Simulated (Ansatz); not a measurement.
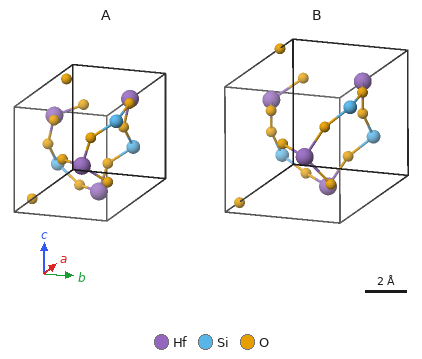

Two geometries of a crystal of Hf2SiO6 (a generated structure, set up in C2) (coarse preliminary run), drawn at one scale. One is the start of a relaxation, the other its converged end. Style: ball-and-stick. Shown: the conventional cell (2 times the calculation's cell), from a free direction. Lengths and directions refer to the drawn axes.

Computed with DFT PBE, scalar-relativistic, plane waves, PAW in Ansatz. Settings: plane-wave cutoff 420 eV; k-point mesh 6 × 6 × 4; occupations gaussian; smearing width 0.1 eV; no spin polarisation; cell and atoms relaxed; force threshold 0.04 eV/Å; at most 70 steps.

**Which one is relaxed?**

Structure B is the relaxed one. The largest moves relative to the cell, 0.47 Å, are those of O atoms. By element the largest moves are O 0.47 Å, Si 0.17 Å, Hf 0.14 Å. Cell: a 8.392 → 9.751 Å (+16.2 %), b 4.845 → 6.000 Å (+23.8 %), c 5.354 → 6.386 Å (+19.3 %), β 90.0° → 90.9°. Volume +71.6 %. Some distances before and after: Hf–Hf 3.020 → 3.775 Å, Hf–O 1.589 → 1.948 Å, O–Si 1.593 → 1.636 Å. Among the angles between lasting bonds that change: Hf–O–Si 143.3° → 160.2°, Hf–O–Si 143.3° → 155.4°, Hf–O–Hf 143.3° → 151.3°. The space group stays C2 (No. 5). After 18 accepted moves (21 points after the start) the energy has fallen by 2982 meV per atom. Largest force component: 19 eV/Å at the start, 0.0091 eV/Å at the end. The pressure goes from 156.26 to 0.10 GPa. The SCF was repeated 3 times at an unchanged geometry on a basis and grid sized afresh for the cell, which shifted the energy by 59.6 meV per atom at most. Cost: 14 min on 1 thread of Intel(R) Xeon(R) Processor @ 2.70GHz, on a shared host, peak memory 0.67 GiB.
